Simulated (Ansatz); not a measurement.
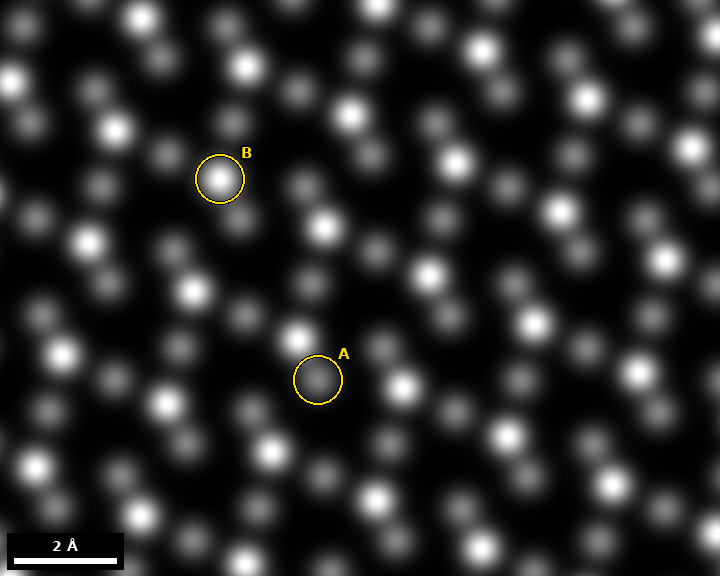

Z-contrast image of Rh (Pm-3n, No. 223) along [211]. Simulation: incoherent imaging, intensity Z^1.8 per atom, probe width 0.61 Å, thin sample. The probe carries 15 % of its weight in a tail 2.5 times as wide. Atomic positions: the geometry relaxed with Ansatz, DFT, RPBE, plane waves (420 eV) with PAW, scalar-relativistic; the starting structure was generated, so it need not be a known form of this composition.

```
Rh
1.0
     4.91765    0.00000    0.00000
     0.00000    4.91765    0.00000
     0.00000    0.00000    4.91765
Rh
8
Cartesian
  0.0000 0.0000 0.0000
  2.4588 2.4588 2.4588
  1.2294 0.0000 2.4588
  3.6882 0.0000 2.4588
  2.4588 1.2294 0.0000
  2.4588 3.6882 0.0000
  0.0000 2.4588 1.2294
  0.0000 2.4588 3.6882
```

> Name the elements in each circled column.

A: Rh (1 Rh per 12.05 Å along the beam; about 50 % of the brightest peak). B: Rh (2 Rh per 12.05 Å along the beam; the brightest kind). Brightness is counted from the darkest point of the image.
